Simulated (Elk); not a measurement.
BN (F-43m): how ε∞ follows the gap

The empty bands of BN (F-43m) are shifted up rigidly by Δ, and ε∞ is computed for each shift.

It takes space group F-43m (No. 216, cubic). The conventional cell has a = 3.615 Å, b = 3.615 Å, c = 3.615 Å, α = 90.00°, β = 90.00°, γ = 90.00°. N on site c has 4 B at 1.57 Å as nearest neighbours. B on site a has 4 N at 1.57 Å as nearest neighbours.

Method: Elk 11.2.3 (patched build), PBE, independent particles, k-mesh 16×16×16, Lorentzian half width 0.15 eV.

Launch of the response step: `OMP_NUM_THREADS=4 elk`. The series took 37 s in all, its band step included, on 4 threads of Intel(R) Xeon(R) 6975P-C (Granite Rapids) (shared host).

```tsv
Δ (eV)	ε∞
0.00	?
0.25	4.566
0.50	4.500
0.75	4.435
1.00	4.373
1.50	4.257
2.00	4.148
3.00	3.952
```

With one effective transition at E₀ and fixed dipole strength, ε∞ − 1 = A/(E₀ + Δ), so 1/(ε∞ − 1) is linear in Δ.

Working, on the rows shown:

| x = Δ (eV) | y = 1/(ε∞ − 1) |
| --- | --- |
| 0.25 | 0.280426 |
| 0.5 | 0.285714 |
| 0.75 | 0.291121 |
| 1 | 0.296472 |
| 1.5 | 0.307031 |
| 2 | 0.317662 |
| 3 | 0.338753 |

Means: x̄ = 1.2857, ȳ = 0.30245. Σ(x − x̄)(y − ȳ) = 0.1178, Σ(x − x̄)² = 5.554. Slope = 0.1178 / 5.554 = 0.02121; intercept = ȳ − slope · x̄ = 0.27518. Turned back into ε∞, the line misses the rows shown by at most 0.0009.

Task: Fill in the last column of the withheld row.

Result: At x = 0 the line gives y = 0.27518, that is 4.634. The run gave 4.636, so the extrapolation is off by 0.002, 0.3 % of the range in the table.

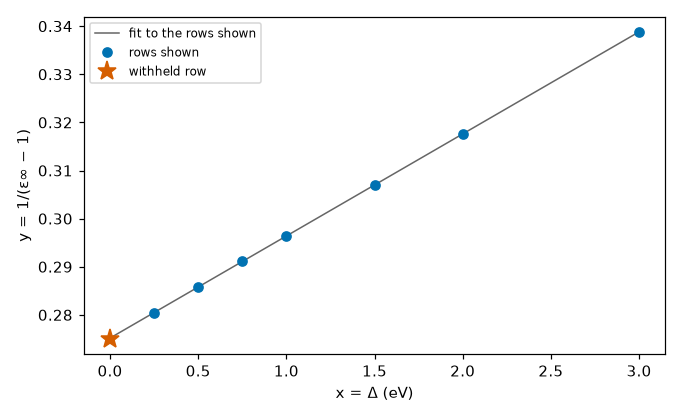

Refitted with all rows, the slope is 0.02124 and the intercept 0.27513. These give E₀ = intercept/slope = 13.0 eV. Over the first step ε∞ falls by 6 % per eV. Excitons are left out and so are local fields; PBE gaps are as a rule too small. The values come from a sum over the points of one k-mesh and carry its error, which grows as the direct gap shrinks.

[Logs are printed without paths, hosts, clocks, repeated set-up lines and the standing remarks that a program may print on its own settings, such as how far it seeks lower states.]
